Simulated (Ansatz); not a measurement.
## Geometry relaxation, with input and output: Ta (part 1 of 2)

- system: Ta (slab, 6 atoms in the cell)
- method: DFT PBEsol, scalar-relativistic, plane waves, PAW, no spin polarisation (Ansatz 0.2.0)

The structure derives from an entry of the Crystallography Open Database. The input holds or restrains some coordinates. Forces given for the steps count only the free coordinates. It belongs to a series of runs on one base structure; here: clean slab, lower half held. Figures and captions count atoms from 1; the log counts them from 0 in places.

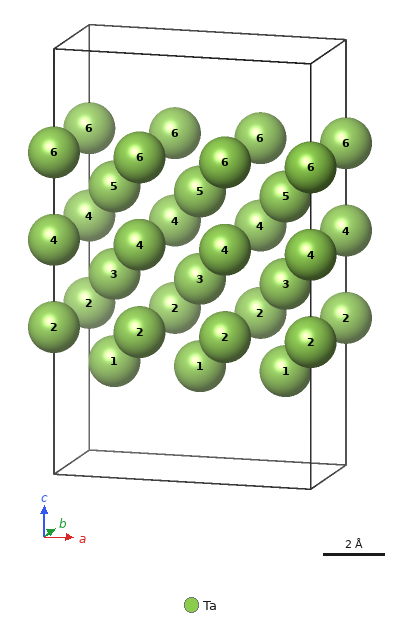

*The structure as given in the input (spheres-only view of the 3 × 1 repeat of the cell, with the vacuum cut short, seen slightly off an axis; atoms are numbered from 1 in the order of the input). An atom can appear more than once, as a periodic image.*

The input:
```yaml
crystal:
  lattice:
    - [2.9525883348, 0.0, 0.0]
    - [0.0, 4.1755904672, 0.0]
    - [0.0, 0.0, 24.3814708371]
  atoms:
    - { symbol: Ta, position: [0.5, 0.5, 0.3486253991] }
    - { symbol: Ta, position: [0.0, 0.0, 0.4091752394] }
    - { symbol: Ta, position: [0.5, 0.5, 0.4697250798] }
    - { symbol: Ta, position: [0.0, 0.0, 0.5302749202] }
    - { symbol: Ta, position: [0.5, 0.5, 0.5908247606] }
    - { symbol: Ta, position: [0.0, 0.0, 0.6513746009] }
basis:
  ecutwfc: 420
kpoints:
  mp_grid: { grid: [10, 7, 1] }
hamiltonian:
  xc: pbesol
scf:
  occupations: { method: gaussian, width: 0.1 }
output:
  forces: true
  eigenvalues: true
relax:
  adjacent_minimum: "off"
  f_tol: 0.03
  max_steps: 70
  constraints: [{ sites: [0, 1, 2] }]
efield:
  axis: 3
  dipole_correction: true
  ramp_width: 0.04
```

Hardware: 2 threads of Intel Xeon (Granite Rapids), 32 GiB of memory available, shared host.

Run as:
```bash
ansatz run input.yaml --threads 2 --pin off --max-ram 5120MiB --backend cpu --events-out ev --progress --plain --runs-dir out
```

The program's output:
```
Engine: ansatz 0.2.0, x86_64-unknown-linux-gnu
Pseudopotentials: kind: paw
Pseudopotential: Ta, paw, valence charge 13, recommended cutoff 420 eV (normal), Ta.paw.azcp
Functional definition: PBEsol
  exchange = pbesol_x
  correlation = pbesol_c
Crystal: 6 atoms, lattice volume = 300.594 Å³
Basis set: ecut = 420 eV, 5837 PW (Γ), exchange–correlation on 40×60×360 points (8 copies of the dense FFT grid, shifted against one another)
Bands: 47, of which v1, the nominal top of the filled ones, is band 39 counted from 1 (38 counted from 0)
Symmetry: 4 space group operations
k-points: 24 of 70
Non-local potential: Ta, projectors of the file, l = 0: 3, l = 1: 2, l = 2: 2, l = 3: 1
PAW form: soft (Blöchl's): semilocal exchange-correlation on the pseudo side does not see the compensation charge
PAW frozen core: Ta, regenerated for the run's functional, and the local potential with it (the file was generated under x = pbe(κ = 0.804, μ = 0.2195149727645171), c = pbe(β = 0.06672455060314922))
PAW one-centre angular grid: Ta, 590 points (default); XC on 64 Gauss nodes
Initial density: superposition of atomic densities (neutral atoms: chi_scale 0, normalization atom), corrected by the library's trained network
Initial wavefunctions: pseudopotential atomic-orbital guess
Functional: x = pbesol(κ = 0.804, μ = 0.12345679012345678), c = pbesol(β = 0.046)
SCF iter   1: F=—  HF=-58832.937971 eV  |F-HF|=—  |Δ(HF+E_count)|=         —  Δρ=4.57e-3  dr2=2.06e-1  ethr=1.77e-3  p=0.000 e·Å  D=6.11e-14 V/Å  ΔV_dip=-0.00 eV  dr2_dipole=1.43e-8  V_vac-E_F(+/−)=4.21/4.21 eV  ⟨swp⟩=9.3  Hψ=5424  notcnv=0
efield: sawtooth ramp at fractional position 0.9800 (placed from the atoms, in the widest stretch of the axis that holds none; the zero of the levels goes with the place), width 0.0400; the density the first Hamiltonian is built on has a dipole p = 0.000 e·Å; the dipole correction subtracts the counter field D = 6.11e-14 V/Å, which shifts the + side's vacuum level by -0.00 eV against the − side's; the planar-averaged density in the ramp window peaks in size at 4.7e-5 e/Å³
preconditioner: auto → LDOS  [metal: Δε(μ)=0.016 eV  Ē_g=3.306 eV  σ=0.100 eV  W_gap=0.09  n_scr=48 (ndim 8)  ℏωp=11.7 eV  f_vac=0.540  D(μ)=7.03/eV (n_scr^D=36)  β→1.0]
SCF iter   2: F=—  HF=-58832.919332 eV  |F-HF|=—  |Δ(HF+E_count)|=   1.86e-2  Δρ=1.50e-3  dr2=1.72e-2  ethr=2.64e-4  p=-0.000 e·Å  D=-4.89e-5 V/Å  ΔV_dip=0.00 eV  dr2_dipole=8.97e-8  V_vac-E_F(+/−)=3.95/3.94 eV  ⟨swp⟩=2.2  Hψ=1596  notcnv=0  defer=13
SCF iter   3: F=—  HF=-58832.920492 eV  |F-HF|=—  |Δ(HF+E_count)|=   1.16e-3  Δρ=5.11e-4  dr2=5.94e-3  ethr=2.20e-5  p=-0.000 e·Å  D=-2.83e-5 V/Å  ΔV_dip=0.00 eV  dr2_dipole=1.61e-7  V_vac-E_F(+/−)=3.95/3.95 eV  ⟨swp⟩=2.0  Hψ=1637  notcnv=0  defer=13
SCF iter   4: F=—  HF=-58832.920153 eV  |F-HF|=—  |Δ(HF+E_count)|=   3.39e-4  Δρ=2.19e-4  dr2=5.14e-4  ethr=7.61e-6  p=-0.000 e·Å  D=-1.68e-5 V/Å  ΔV_dip=0.00 eV  dr2_dipole=8.44e-8  V_vac-E_F(+/−)=3.90/3.90 eV  ⟨swp⟩=2.0  Hψ=1225  notcnv=0  defer=11
SCF iter   5: F=—  HF=-58832.920130 eV  |F-HF|=—  |Δ(HF+E_count)|=   2.34e-5  Δρ=6.34e-5  dr2=4.59e-5  ethr=6.59e-7  p=-0.000 e·Å  D=-6.55e-6 V/Å  ΔV_dip=0.00 eV  dr2_dipole=2.51e-10  V_vac-E_F(+/−)=3.88/3.88 eV  ⟨swp⟩=2.0  Hψ=1426  notcnv=0  defer=11
SCF iter   6: F=-58832.920133 eV  HF=-58832.920135 eV  |F-HF|=1.72e-6  |Δ(HF+E_count)|=   5.08e-6  Δρ=1.99e-5  dr2=3.76e-6  ethr=2.88e-8  p=-0.000 e·Å  D=-3.85e-6 V/Å  ΔV_dip=0.00 eV  dr2_dipole=9.53e-11  V_vac-E_F(+/−)=3.87/3.87 eV  ⟨swp⟩=14.2  Hψ=5458  notcnv=0
SCF 1 converged in 6 iterations: F = -58832.920133 eV  dr2 = 3.76e-6
  greatest PAW one-centre occupation: 1.000 electrons in one spin orbital (limit 2), on the Ta atom at site 2 (counted from 0), in its partial waves of l = 0
relax step   1: F+E_penalty+E_count = -58832.92013297 eV  Δ(F+E_penalty+E_count) = +0.000e0 eV  max|allowed force component| = 1.674e0 eV/Å  Δτ_max = 0.0000 Å  (6 SCF iters, dr2 threshold 2.25e-5 eV, accepted)
Initial density: handed on by an earlier stage of this run
Initial wavefunctions: those handed on with the density
SCF iter   1: F=—  HF=-58833.176942 eV  |F-HF|=—  |Δ(HF+E_count)|=         —  Δρ=1.00e-2  dr2=2.97e0  ethr=3.10e-3  p=-0.000 e·Å  D=-1.81e-6 V/Å  ΔV_dip=0.00 eV  dr2_dipole=9.09e-1  V_vac-E_F(+/−)=3.92/3.92 eV  ⟨swp⟩=6.1  Hψ=2930  notcnv=1  defer=22
efield: sawtooth ramp at fractional position 0.9800 (handed on by an earlier solve), width 0.0400; the density the first Hamiltonian is built on has a dipole p = -0.000 e·Å; the dipole correction subtracts the counter field D = -1.81e-6 V/Å, which shifts the + side's vacuum level by +0.00 eV against the − side's; the planar-averaged density in the ramp window peaks in size at 6.5e-6 e/Å³
preconditioner: auto → LDOS  [metal: Δε(μ)=0.002 eV  Ē_g=3.352 eV  σ=0.100 eV  W_gap=0.01  n_scr=48 (ndim 8)  ℏωp=11.7 eV  f_vac=0.548  D(μ)=9.67/eV (n_scr^D=66)  β→1.0]
SCF iter   2: F=—  HF=-58833.084221 eV  |F-HF|=—  |Δ(HF+E_count)|=   9.27e-2  Δρ=3.55e-3  dr2=2.86e-1  ethr=3.10e-3  p=-0.005 e·Å  D=-2.93e-3 V/Å  ΔV_dip=0.07 eV  dr2_dipole=9.38e-2  V_vac-E_F(+/−)=3.92/3.85 eV  ⟨swp⟩=1.8  Hψ=1388  notcnv=0  defer=27
SCF iter   3: F=—  HF=-58833.076200 eV  |F-HF|=—  |Δ(HF+E_count)|=   8.02e-3  Δρ=2.20e-3  dr2=3.88e-2  ethr=3.66e-4  p=-0.013 e·Å  D=-8.13e-3 V/Å  ΔV_dip=0.20 eV  dr2_dipole=5.17e-6  V_vac-E_F(+/−)=4.06/3.86 eV  ⟨swp⟩=2.2  Hψ=1841  notcnv=0  defer=33
SCF iter   4: F=—  HF=-58833.068259 eV  |F-HF|=—  |Δ(HF+E_count)|=   7.94e-3  Δρ=3.66e-4  dr2=1.07e-3  ethr=4.98e-5  p=-0.010 e·Å  D=-6.14e-3 V/Å  ΔV_dip=0.15 eV  dr2_dipole=4.62e-6  V_vac-E_F(+/−)=4.00/3.85 eV  ⟨swp⟩=2.4  Hψ=1843  notcnv=0  defer=32
SCF iter   5: F=-58833.068143 eV  HF=-58833.068167 eV  |F-HF|=2.40e-5  |Δ(HF+E_count)|=   9.17e-5  Δρ=9.93e-5  dr2=4.79e-5  ethr=1.28e-7  p=-0.010 e·Å  D=-5.92e-3 V/Å  ΔV_dip=0.14 eV  dr2_dipole=7.00e-6  V_vac-E_F(+/−)=4.00/3.86 eV  ⟨swp⟩=14.3  Hψ=6999  notcnv=0
SCF 2 converged in 5 iterations: F = -58833.068143 eV  dr2 = 4.79e-5
  greatest PAW one-centre occupation: 1.000 electrons in one spin orbital (limit 2), on the Ta atom at site 5 (counted from 0), in its partial waves of l = 0
relax step   2: F+E_penalty+E_count = -58833.06814324 eV  Δ(F+E_penalty+E_count) = -1.480e-1 eV  max|allowed force component| = 6.824e-1 eV/Å  Δτ_max = 0.1950 Å  (5 SCF iters, dr2 threshold 1.00e-4 eV, accepted)
iter 1 solved again at ethr=1.52e-3 eV; its pass at ethr=3.10e-3 eV (dr2=1.18e0 eV) is discarded
SCF iter   1: F=—  HF=-58833.139616 eV  |F-HF|=—  |Δ(HF+E_count)|=         —  Δρ=5.10e-3  dr2=1.07e0  ethr=1.52e-3  p=-0.010 e·Å  D=-5.92e-3 V/Å  ΔV_dip=0.14 eV  dr2_dipole=2.94e-1  V_vac-E_F(+/−)=4.00/3.86 eV  ⟨swp⟩=1.0  Hψ=3497  notcnv=0  defer=36
efield: sawtooth ramp at fractional position 0.9800 (handed on by an earlier solve), width 0.0400; the density the first Hamiltonian is built on has a dipole p = -0.010 e·Å; the dipole correction subtracts the counter field D = -5.92e-3 V/Å, which shifts the + side's vacuum level by +0.14 eV against the − side's; the planar-averaged density in the ramp window peaks in size at 1.0e-5 e/Å³
preconditioner: auto → LDOS  [metal: Δε(μ)=0.021 eV  Ē_g=3.367 eV  σ=0.100 eV  W_gap=0.12  n_scr=48 (ndim 8)  ℏωp=11.7 eV  f_vac=0.549  D(μ)=9.58/eV (n_scr^D=66)  β→1.0]
SCF iter   2: F=—  HF=-58833.108343 eV  |F-HF|=—  |Δ(HF+E_count)|=   3.13e-2  Δρ=1.71e-3  dr2=2.15e-2  ethr=1.37e-3  p=-0.000 e·Å  D=-3.43e-5 V/Å  ΔV_dip=0.00 eV  dr2_dipole=2.64e-4  V_vac-E_F(+/−)=3.88/3.87 eV  ⟨swp⟩=1.3  Hψ=1110  notcnv=0  defer=36
SCF iter   3: F=—  HF=-58833.106355 eV  |F-HF|=—  |Δ(HF+E_count)|=   1.99e-3  Δρ=8.55e-4  dr2=1.43e-2  ethr=2.76e-5  p=-0.004 e·Å  D=-2.45e-3 V/Å  ΔV_dip=0.06 eV  dr2_dipole=2.13e-3  V_vac-E_F(+/−)=3.93/3.87 eV  ⟨swp⟩=3.0  Hψ=1970  notcnv=0  defer=36
SCF iter   4: F=—  HF=-58833.105324 eV  |F-HF|=—  |Δ(HF+E_count)|=   1.03e-3  Δρ=1.57e-4  dr2=1.80e-4  ethr=1.83e-5  p=-0.003 e·Å  D=-1.88e-3 V/Å  ΔV_dip=0.05 eV  dr2_dipole=7.83e-5  V_vac-E_F(+/−)=3.92/3.87 eV  ⟨swp⟩=2.1  Hψ=1465  notcnv=0  defer=36
SCF iter   5: F=-58833.105350 eV  HF=-58833.105356 eV  |F-HF|=5.69e-6  |Δ(HF+E_count)|=   3.22e-5  Δρ=5.46e-5  dr2=1.58e-5  ethr=3.73e-8  p=-0.004 e·Å  D=-2.39e-3 V/Å  ΔV_dip=0.06 eV  dr2_dipole=2.68e-6  V_vac-E_F(+/−)=3.93/3.87 eV  ⟨swp⟩=13.6  Hψ=6792  notcnv=0
SCF 3 converged in 5 iterations: F = -58833.105350 eV  dr2 = 1.58e-5
relax step   3: F+E_penalty+E_count = -58833.10535015 eV  Δ(F+E_penalty+E_count) = -3.721e-2 eV  max|allowed force component| = 6.250e-2 eV/Å  Δτ_max = 0.1007 Å  (5 SCF iters, dr2 threshold 2.91e-5 eV, accepted)
SCF iter   1: F=—  HF=-58833.105446 eV  |F-HF|=—  |Δ(HF+E_count)|=         —  Δρ=3.35e-4  dr2=2.10e-3  ethr=8.35e-5  p=-0.004 e·Å  D=-2.39e-3 V/Å  ΔV_dip=0.06 eV  dr2_dipole=7.70e-4  V_vac-E_F(+/−)=3.93/3.87 eV  ⟨swp⟩=1.2  Hψ=1520  notcnv=0
efield: sawtooth ramp at fractional position 0.9800 (handed on by an earlier solve), width 0.0400; the density the first Hamiltonian is built on has a dipole p = -0.004 e·Å; the dipole correction subtracts the counter field D = -2.39e-3 V/Å, which shifts the + side's vacuum level by +0.06 eV against the − side's; the planar-averaged density in the ramp window peaks in size at 9.7e-6 e/Å³
preconditioner: auto → LDOS  [metal: Δε(μ)=0.019 eV  Ē_g=3.350 eV  σ=0.100 eV  W_gap=0.11  n_scr=48 (ndim 8)  ℏωp=11.7 eV  f_vac=0.548  D(μ)=9.36/eV (n_scr^D=66)  β→1.0]
SCF iter   2: F=—  HF=-58833.105429 eV  |F-HF|=—  |Δ(HF+E_count)|=   1.75e-5  Δρ=1.19e-4  dr2=9.87e-5  ethr=2.69e-6  p=-0.004 e·Å  D=-2.42e-3 V/Å  ΔV_dip=0.06 eV  dr2_dipole=4.91e-6  V_vac-E_F(+/−)=3.93/3.87 eV  ⟨swp⟩=2.0  Hψ=1472  notcnv=0
SCF iter   3: F=—  HF=-58833.105702 eV  |F-HF|=—  |Δ(HF+E_count)|=   2.73e-4  Δρ=6.77e-5  dr2=4.40e-5  ethr=1.27e-7  p=-0.004 e·Å  D=-2.42e-3 V/Å  ΔV_dip=0.06 eV  dr2_dipole=1.64e-7  V_vac-E_F(+/−)=3.93/3.87 eV  ⟨swp⟩=3.0  Hψ=2053  notcnv=0
SCF iter   4: F=—  HF=-58833.105695 eV  |F-HF|=—  |Δ(HF+E_count)|=   6.66e-6  Δρ=1.22e-5  dr2=1.48e-6  ethr=5.64e-8  p=-0.004 e·Å  D=-2.48e-3 V/Å  ΔV_dip=0.06 eV  dr2_dipole=1.42e-7  V_vac-E_F(+/−)=3.93/3.87 eV  ⟨swp⟩=2.0  Hψ=1834  notcnv=0
SCF iter   5: F=-58833.105696 eV  HF=-58833.105696 eV  |F-HF|=2.26e-8  |Δ(HF+E_count)|=   2.79e-7  Δρ=3.06e-6  dr2=6.80e-8  ethr=1.28e-10  p=-0.004 e·Å  D=-2.52e-3 V/Å  ΔV_dip=0.06 eV  dr2_dipole=2.57e-8  V_vac-E_F(+/−)=3.93/3.87 eV  ⟨swp⟩=11.2  Hψ=5977  notcnv=0
SCF 4 converged in 5 iterations: F = -58833.105696 eV  dr2 = 6.80e-8
relax step   4: F+E_penalty+E_count = -58833.10569550 eV  Δ(F+E_penalty+E_count) = -3.453e-4 eV  max|allowed force component| = 9.613e-3 eV/Å  Δτ_max = 0.0064 Å  (5 SCF iters, accepted)
```

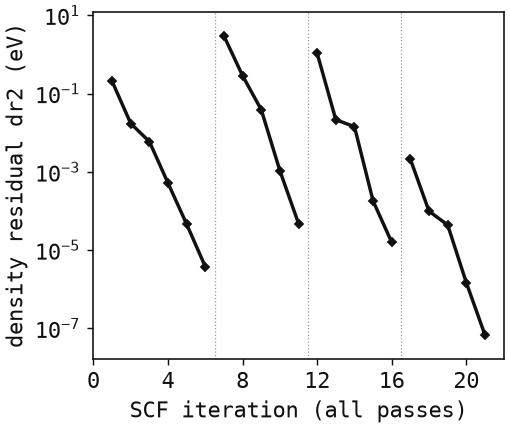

*Convergence of the self-consistent field: density residual dr2 against the SCF iteration. The dotted lines part the SCF passes of the relaxation: geometry steps, rejected trials and re-solves on a re-selected basis.*

The passes take 6, 5, 5 and 5 iterations.
